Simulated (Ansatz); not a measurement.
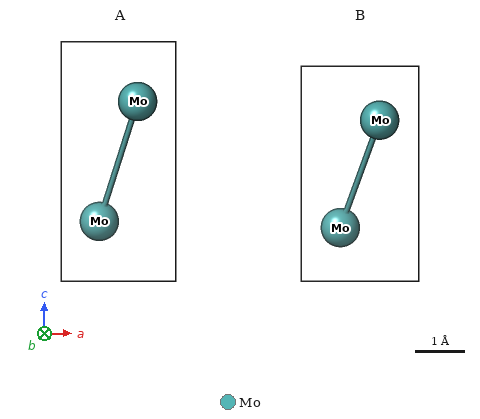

Two geometries of crystalline Mo (a generated structure, set up in P6_3/mmc) (coarse preliminary run), drawn at one scale. One is the start of a relaxation, the other its converged end. The picture is a ball-and-stick view of the cell of the calculation, seen along the b axis.

Computed with DFT r2SCAN, scalar-relativistic, plane waves, PAW in Ansatz. (plane-wave cutoff 500 eV; k-point mesh 12 × 12 × 4; occupations gaussian; smearing width 0.1 eV; no spin polarisation; cell and atoms relaxed; force threshold 0.05 eV/Å; at most 60 steps)

Which geometry has the lower energy?

Answer. Structure A is the relaxed one. Case: Ru → Mo on all its sites, cell and atoms relaxed. After 5 accepted moves (8 points after the start) the energy has fallen by 106 meV per atom. All forces vanish by symmetry, so only the cell relaxes. Pressure: 12.87 GPa at the start and 0.15 GPa at the end. The line search rejected the trial steps at points 1, 6 of the run. The SCF was repeated once at an unchanged geometry on a basis and grid sized afresh for the cell, which shifted the energy by 0.7 meV per atom at most. The atoms keep their places relative to the cell (all moves are under 0.005 Å). The volume changes by +5.9 %, with a = b 2.803 → 2.730 Å (−2.6 %), c 4.425 → 4.937 Å (+11.6 %). Among the contacts that change: Mo–Mo 2.741 → 2.929 Å, Mo–Mo 2.803 → 2.730 Å. The space group stays P6_3/mmc (No. 194).
